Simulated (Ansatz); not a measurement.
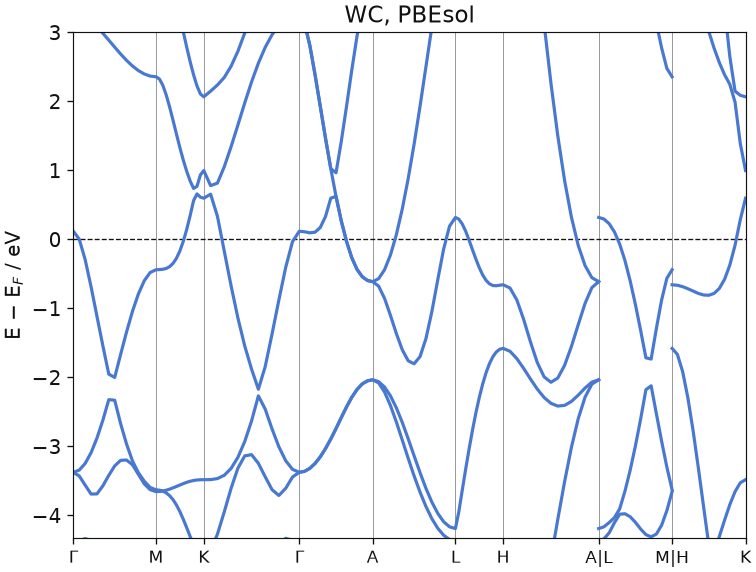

Band structure. Energies are counted from the Fermi level.

### Which Bravais lattice do the labels of the path belong to?

A hexagonal (primitive) lattice: the path Γ–M–K–Γ–A–L–H–A|L–M|H–K runs through the special points of its Brillouin zone.

System: WC, space group P-6m2, 2 atoms in the cell.

```cif
data_structure
_symmetry_space_group_name_H-M 'P 1'
_symmetry_Int_Tables_number 1
_cell_length_a 2.8984
_cell_length_b 2.8984
_cell_length_c 2.8278
_cell_angle_alpha 90.000
_cell_angle_beta 90.000
_cell_angle_gamma 120.000
_cell_volume 20.57
loop_
_atom_site_label
_atom_site_type_symbol
_atom_site_fract_x
_atom_site_fract_y
_atom_site_fract_z
_atom_site_occupancy
W1 W 0.00000 0.00000 0.00000 1
C1 C 0.66667 0.33333 0.50000 1
```

Level of theory: DFT PBEsol, scalar-relativistic, plane waves, PAW, no spin polarisation, 18×18×14 k mesh, 420 eV cutoff, Gaussian smearing of 0.1 eV; code Ansatz 0.2.0.

### Is there a gap at the Fermi level?

A metal: 2 bands cross the Fermi level along this path.

### On which lines of the path do bands cross the Fermi level?

Bands cross the Fermi level on every line of the path.

Spin-orbit coupling is left out, which matters for W.
